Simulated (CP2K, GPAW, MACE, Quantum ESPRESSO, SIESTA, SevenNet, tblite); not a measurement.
## tblite runs on graphene armchair nanoribbon, H-capped (84 atoms)

Wanted: tblite inputs and outputs for graphene armchair nanoribbon, H-capped (84 atoms), checked against a plane-wave reference.

Main program and level: tblite 0.8.0; the method is named at each step.

**1. The structure**

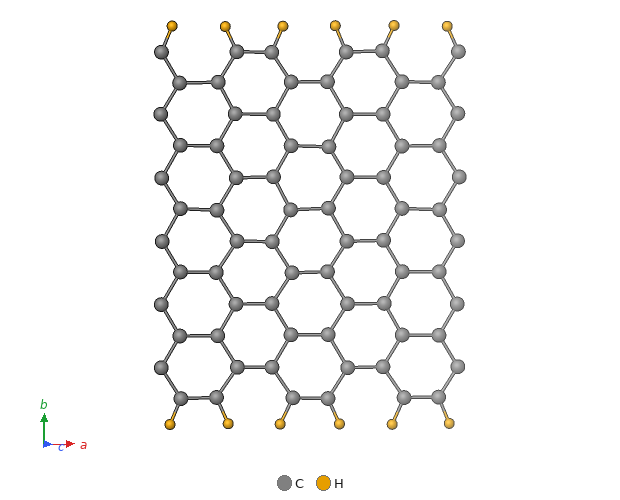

The cell as given, from the side, with the a axis across the page (carbon grey, hydrogen orange).

The cell holds 84 atoms: 72 C and 12 H. Its edges and angles: a = 12.783 Å, b = 25.418 Å, c = 10.000 Å, α = 90.0°, β = 90.0°, γ = 90.0°. It derives from C (graphene). Graphene (a = 2.46 Å), rectangular cell with x along the armchair direction; strip nominally 15 Å wide, 3 periods, edges capped with H, 10 Å of vacuum; minimised with a classical potential. Then every atom was moved at random, 0.02 Å r.m.s. a Cartesian component (hydrogen 0.6 of that). Regions: sheet, 72 atoms (72 C); hydrogen, 12 atoms (12 H). Vacuum lies along b and c. The structure's axis is a.

The yardstick, on the same geometry:

```
method                                           : Kohn-Sham DFT, PBE, SSSP efficiency 1.3.0 pseudopotentials, plane waves (Quantum ESPRESSO 7.5); sssp-pbe-1.3.0-efficiency, cutoffs 60/480 Ry, Γ point
r.m.s. force component                           : 1.395 eV/Å
longest force                                    : 6.256 eV/Å
gap (highest filled to lowest empty level) : 0.5207 eV
time                                             : 53 min on 1 thread of Arm Neoverse N1, shared host
CPU time                                         : 53 min
```

**2. GFN1-xTB**

Method: GFN1-xTB tight binding, diagonalisation.

File run.py:

```python
import numpy as np
from ase.io import read
from tblite.ase import TBLite

atoms = read("structure.xyz")
atoms.calc = TBLite(method="GFN1-xTB", electronic_temperature=580, accuracy=1.0, max_iterations=250, mixer_damping=0.1, verbosity=1)
energy = atoms.get_potential_energy()
forces = atoms.get_forces()
print(f"energy {energy:.6f} eV")
print("forces (eV/A)")
for i, (a, f) in enumerate(zip(atoms, forces)):
    print(f"{i:4d} {a.symbol:2s} {f[0]:10.5f} {f[1]:10.5f} {f[2]:10.5f}")
print("charges (e)")
print(np.array2string(atoms.get_charges(), precision=4, suppress_small=True, max_line_width=110, threshold=100000))
```

File structure.xyz:

```xyz
84
Lattice="12.78253 0.00000 0.00000 0.00000 25.41794 0.00000 0.00000 0.00000 10.00000" Properties=species:S:1:pos:R:3 pbc="T T T"
C 0.69000 7.27055 5.01290
C 1.45043 6.09548 4.97680
C 2.81561 6.13767 4.99960
C 3.61643 7.28809 5.00910
C 0.69269 9.68042 5.00000
C 1.40301 8.48222 5.00700
C 2.86099 8.48934 5.00100
C 3.56403 9.69364 4.99810
C 0.72694 12.08623 5.00330
C 1.42576 10.92438 5.02620
C 2.80398 10.89820 5.01220
C 3.60148 12.09564 4.99860
C 0.70994 14.50373 4.98840
C 1.42615 13.33857 5.02500
C 2.82941 13.27350 5.01920
C 3.57003 14.50780 5.00920
C 0.67032 16.93699 5.01290
C 1.42512 15.75023 4.99660
C 2.83018 15.72837 5.00300
C 3.52964 16.94741 5.00490
C 0.69895 19.30467 5.00810
C 1.39304 18.12477 5.03090
C 2.87875 18.15629 5.01470
C 3.59061 19.31636 5.04460
C 4.94313 7.28809 5.01000
C 5.74766 6.11708 5.00490
C 7.09891 6.08810 4.97980
C 7.85346 7.26165 4.99350
C 4.94121 9.71423 5.01760
C 5.67787 8.51984 4.96930
C 7.10594 8.52594 4.96580
C 7.84541 9.69720 5.02100
C 4.95873 12.07123 4.98500
C 5.71532 10.88244 4.99570
C 7.07551 10.92336 5.00950
C 7.82035 12.08140 5.02760
C 5.00756 14.54415 4.96960
C 5.65947 13.28265 5.01410
C 7.11271 13.34696 5.00410
C 7.82176 14.53245 5.00640
C 4.99912 16.92606 4.97980
C 5.67838 15.72989 5.00930
C 7.12843 15.68414 5.01690
C 7.79389 16.91869 5.03460
C 4.93291 19.28967 5.01130
C 5.67723 18.15731 5.02550
C 7.08101 18.16442 4.95220
C 7.79364 19.29755 5.01570
C 9.20969 7.29622 4.98200
C 10.01703 6.12115 5.00990
C 11.34360 6.13589 5.00400
C 12.08601 7.29469 4.98000
C 9.25979 9.71219 4.98990
C 9.94864 8.50611 4.98440
C 11.35472 8.49264 5.03510
C 12.05904 9.68296 4.99210
[... 24 atom lines left out ...]
H 9.56082 5.10189 5.00030
H 11.75469 5.13188 4.98510
H 9.63189 20.30512 5.01090
H 11.67441 20.27259 5.01320
```

The run is started by

```sh
$ OMP_NUM_THREADS=1 python run.py > output.txt
```

Log:

```text
------------------------------------------------------------
  cycle        total energy    energy error   density error
------------------------------------------------------------
      1     -159.1088857460  -1.6226766E+02   8.6639688E-01
      2     -159.1121728788  -3.2871328E-03   7.7964431E-01
      3     -159.0993575764   1.2815302E-02   1.6734601E-02
      4     -159.1124265046  -1.3068928E-02   7.6317104E-03
      5     -159.1133259619  -8.9945733E-04   3.3698091E-03
      6     -159.1136122901  -2.8632822E-04   6.3961723E-04
      7     -159.1136244169  -1.2126767E-05   2.1742678E-04
      8     -159.1136257365  -1.3195574E-06   9.2107990E-05
      9     -159.1136258198  -8.3302780E-08   4.0334298E-05
     10     -159.1136258276  -7.8469213E-09   2.4562220E-05
     11     -159.1136258320  -4.4232422E-09   7.3170031E-06
------------------------------------------------------------
 total:                                   1.157 sec
energy -4329.702294 eV
forces (eV/A)
   0 C     1.81362    0.24749   -0.30375
   1 C     0.49569    0.06463    0.22380
   2 C     0.15001   -1.77139   -0.03121
   3 C    -5.62789    0.29381   -0.00151
   4 C     0.20780    1.07738    0.11071
   5 C     1.32045   -0.48825   -0.01519
   6 C    -0.72656   -0.71756    0.06251
   7 C    -2.01168    0.88172    0.14902
   8 C    -1.09337    2.16211    0.21778
   9 C    -1.26344   -2.29931   -0.23077
  10 C     3.40714    0.29776   -0.05149
  11 C    -4.23460   -1.25886    0.10730
  12 C     2.45215    2.39765    0.27376
  13 C     0.27843   -2.65136   -0.19633
  14 C     1.76006    2.29193   -0.08026
  15 C    -1.22878    0.27185   -0.21955
  16 C     2.00582    0.07436    0.18560
  17 C    -0.73128   -1.70694    0.05958
  18 C     0.55083   -0.72123   -0.04311
  19 C     2.53470   -0.63132   -0.10783
  20 C    -1.05482    0.79594    0.17402
  21 C     1.77301    0.83655   -0.20522
  22 C    -2.66392   -0.75724    0.15942
  23 C    -0.66423    0.54896   -0.25153
[...]
76 H     0.16494    0.77302    0.02346
  77 H     0.60695   -0.62757   -0.04378
  78 H     0.49062   -0.07128    0.01176
  79 H    -0.50212   -0.15489    0.03760
  80 H     0.05171    0.97305    0.05849
  81 H     0.62737    0.16061    0.03990
  82 H     0.42390    0.49582    0.02705
  83 H    -0.72832    0.73538   -0.02196
charges (e)
[ 0.0057 -0.0365 -0.0357  0.0116 -0.0046 -0.0026 -0.0057  0.0012 -0.003   0.0052 -0.005   0.0019  0.0057
  0.0016 -0.0023 -0.0093  0.0056 -0.0051 -0.0006 -0.0026 -0.0352  0.0001  0.0028 -0.0322  0.0062 -0.0337
 -0.0339  0.005   0.002  -0.0047 -0.0055 -0.0041  0.006   0.0037  0.0036 -0.0033  0.0018 -0.0065 -0.0088
  0.0088 -0.0042  0.0025  0.0011 -0.0057 -0.0306  0.0053  0.0069 -0.0316  0.0032 -0.0339 -0.0314  0.0057
  0.0016 -0.0005  0.0008 -0.0009  0.0001 -0.     -0.0014  0.0036  0.0037 -0.0006 -0.0067 -0.0012 -0.0046
 -0.0011 -0.0062  0.0039 -0.0392  0.004   0.0047 -0.0395  0.0354  0.0289  0.0352  0.036   0.028   0.037
  0.0309  0.0329  0.0276  0.0328  0.0357  0.0342]
```

Elapsed: 2 s, on 1 thread of Arm Neoverse N1, shared host; peak memory 0.1 GiB.

Banners, paths, timers and routine set-up lines are dropped from the logs unmarked, and long logs keep their key lines alone; longer cuts are marked.

Against the reference:

| Quantity | Value |
| --- | --- |
| r.m.s. force component | 1.325 eV/Å |
| r.m.s. difference of force components | 145.3 meV/Å |
| longest difference of force vectors | 494.4 meV/Å |
| force difference over r.m.s. force | 10.42 % |
| slope of forces against the reference's | 0.9455 |
| correlation of force components | 0.9956 |

Length of the force difference by element (eV/Å):

| element | atoms | mean | most |
| --- | --- | --- | --- |
| C | 72 | 0.25 | 0.49 |
| H | 12 | 0.15 | 0.21 |

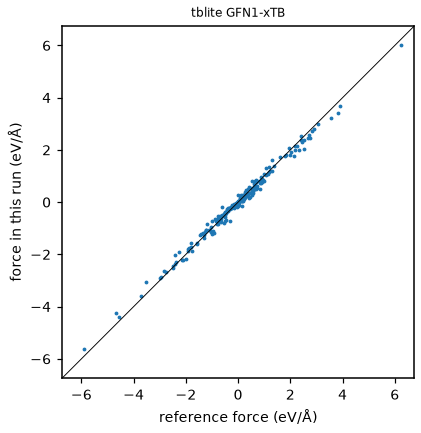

Force components against those of the reference; the line marks equality.

The surroundings of C72, whose charge lies farthest from its element's mean, nearest first, numbered as they follow in the input and with coordinates relative to it.

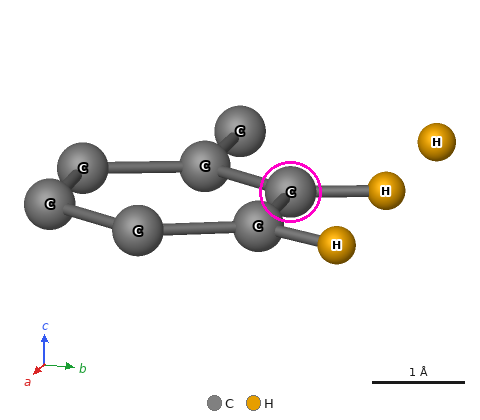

The atoms of the table, within 2.7 Å (arrows a, b, c point along x, y, z); some may hide others; the central atom is ringed.

```csv
atom,x,y,z,distance (Å),Mulliken charge (e),Fx,Fy,Fz (eV/Å)
C72,0.00,0.00,0.00,0.00,-0.04,0.09,-0.22,-0.22
H84,-0.43,0.97,-0.01,1.06,0.03,-0.73,0.74,-0.02
C21,1.38,0.00,-0.01,1.38,-0.04,-1.05,0.80,0.17
C71,-0.76,-1.17,-0.04,1.40,0.00,1.94,1.03,0.49
H75,1.79,0.99,-0.02,2.05,0.04,0.60,0.05,0.02
C68,-0.02,-2.36,0.03,2.36,0.00,-1.92,-0.43,-0.65
C22,2.07,-1.18,0.01,2.39,0.00,1.77,0.84,-0.21
C70,-2.16,-1.14,-0.02,2.45,0.00,-2.20,-0.52,-0.23
H83,-2.47,1.00,-0.01,2.67,0.04,0.42,0.50,0.03
C17,1.35,-2.37,-0.01,2.73,0.01,2.01,0.07,0.19
```

Atoms are counted from 1 here, from 0 in the log.

Forces lie 10 % from the reference's, at 6.3e-4 times its CPU time.

**3. What came out**

| Quantity | Value |
| --- | --- |
| force difference from the reference | tblite GFN1-xTB, 10 % |
| its CPU time | 2 s |

Tight binding differs by 10 % (tblite GFN1-xTB); it is another model, with fitted parameters of its own, and the xTB methods hold dispersion. One electronic-structure run takes under half the reference's CPU time: tblite GFN1-xTB, at 10 % in 2 s against 53 min. Periodic xTB results under one method name differ between programs and library versions. The runs have no spin polarisation, so any moments at edges, vacancies or dangling bonds can't form. The electronic-structure runs sample only Γ, in a cell whose periodic width is 13 Å.

[Also dropped from logs without a mark: logging warnings of Python, and SIESTA's first energy breakdown and zero terms.]

[Logs are printed without paths, hosts, clocks, repeated set-up lines and the standing remarks that a program may print on its own settings, such as how far it seeks lower states.]

[Hosts, paths, dates, database ids (printed as entryN), source tags and the programs' standing remarks are cut or masked in the printed files.]
